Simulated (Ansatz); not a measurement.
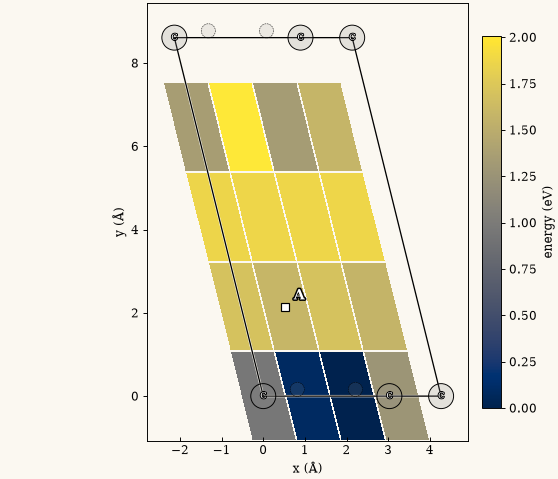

Cl on a C(111) slab cut from the P6/mmm phase, its upper half relaxed before the scan (10 atoms of substrate and one adsorbate in a 1 × 1 cell). Cl is moved over the surface cell; relaxed at each place: the height of the adsorbate's atoms; substrate rigid; the origin of the map has the adsorbate above C9. Places are given modulo a cell vector. The map is drawn in real space over the plane of the surface. The scan uses a 4 × 4 grid. Energies: eV, counted from the lowest grid point. At some places the adsorbate sinks to or below the level of the top layer. With one adsorbate in each 1 × 1 cell, its nearest image is 4.3 Å away, so neighbouring adsorbates interact. All numbers below come from DFT PBE, scalar-relativistic, plane waves, PAW (Ansatz 0.2.0). Settings: cutoff 420 eV, k-mesh 7×3×1, gaussian smearing 0.1 eV, no spin polarisation.

Drawn: one coloured cell a grid point, labelled circles for the atoms of the top layer and small ones for the second layer, the outline of one cell of the plane, the point A.

### Is A at rest? If not, where is it pushed?

A, at (1/4, 1/4) of the cell vectors, is not a stationary point. The computed force is 0.77 eV/Å in the plane, pointing down in the picture (components −0.14 and −0.76 eV/Å).

PAW datasets: the set soft_1.
